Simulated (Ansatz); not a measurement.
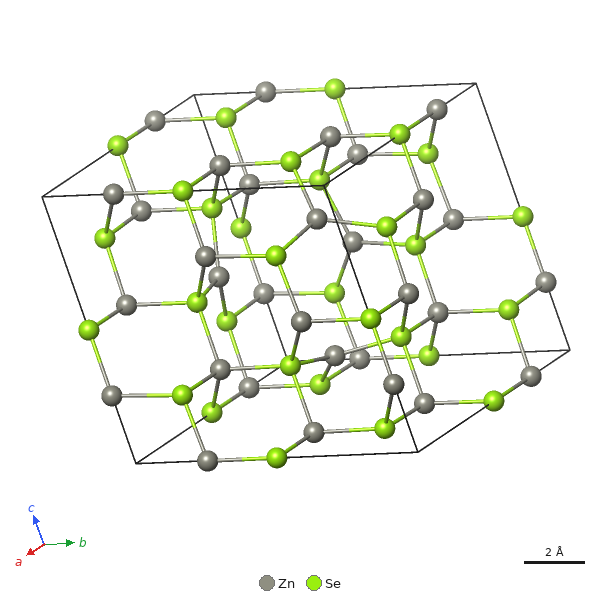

Drawn in the ball-and-stick manner and seen from a general direction. The wireframe shows the supercell. The host is ZnSe, in a cell of 32 sites, and the cell carries a charge of +2.

### Describe the defect.

A selenium vacancy. Around the empty site lie four Zn at about 3.0 Å.

All computed values are from DFT PBEsol, scalar-relativistic, plane waves, PAW (Ansatz 0.2.0). Settings: 420 eV cutoff, the zone sampled with 2×2×2 points, Gaussian smearing of 0.02 eV, collinear spins.

### Does the defect leave unpaired spin?

No net moment.

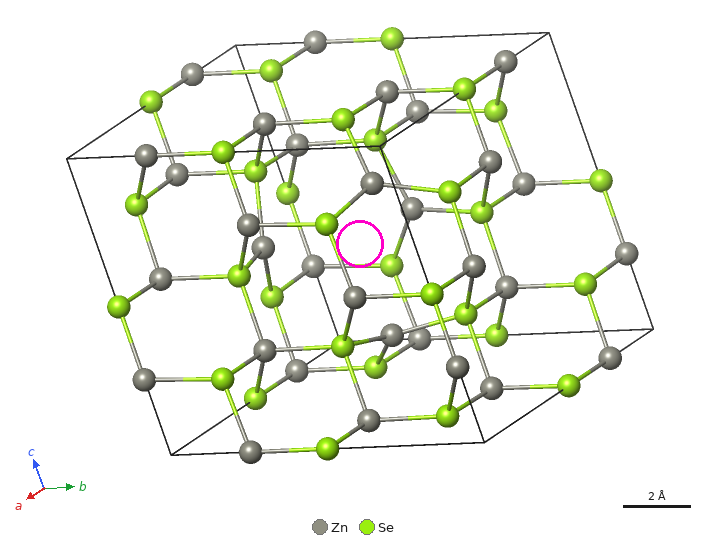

The same cell with a ring at the defect's site.

The atoms were relaxed in the host's cell with Ansatz 0.2.0, DFT PBEsol, scalar-relativistic, plane waves, PAW.
